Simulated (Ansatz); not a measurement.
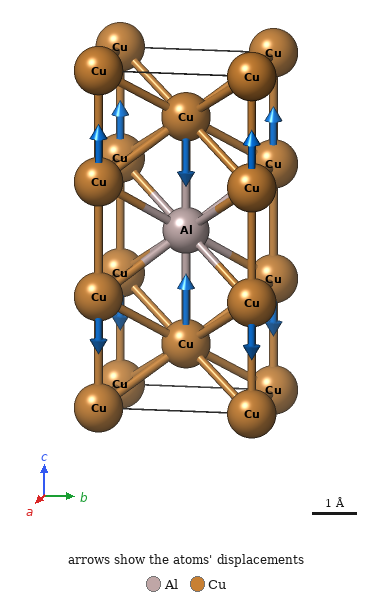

One vibrational mode of solid AlCu₅ (a generated structure) at the zone centre. The blue arrows are the displacements of the atoms (eigenvector over the root of the mass), of arbitrary overall length and sign. A ball-and-stick model of the cell of the calculation, seen slightly off an axis.

Level of theory: DFT PBE, scalar-relativistic, plane waves, PAW in Ansatz.

Input file:
```yaml
crystal:
  lattice:
    - [2.6708364184, 0.0, 0.0]
    - [0.0, 3.5505347382, 0.0]
    - [0.0, 0.0, 7.8486511895]
  atoms:
    - { symbol: Al, position: [0.5, 0.5, 0.5] }
    - { symbol: Cu, position: [0.5, 0.5, 0.8362927529] }
    - { symbol: Cu, position: [0.0, 0.0, 0.6702682555] }
    - { symbol: Cu, position: [0.0, 0.0, 0.3297317445] }
    - { symbol: Cu, position: [0.5, 0.5, 0.1637072471] }
    - { symbol: Cu, position: [0.0, 0.0, 0.0] }
basis:
  ecutwfc: 420
kpoints:
  mp_grid: { grid: [16, 12, 6] }
hamiltonian:
  xc: pbe
scf:
  occupations: { method: fermi_dirac, width: 0.15 }
output:
  eigenvalues: true
phonons:
  method: dfpt
  eigenvectors: true
```

Run as
```bash
ansatz run input.yaml --threads 4 --pin off --max-ram 8192MiB --backend cpu --events-out ev --progress --plain --runs-dir out
```

The frequencies depend somewhat on the k-mesh and the smearing.

Q: Give the symmetry, activity and frequency of this mode.

A: This is the A_g mode at 198 cm⁻¹, optical level 10 of 14, counted from below, Raman-active by symmetry. The Al and Cu (1a) atoms stay at rest; all motion is along c; atoms of one kind move against one another, with no net shift of any sublattice.
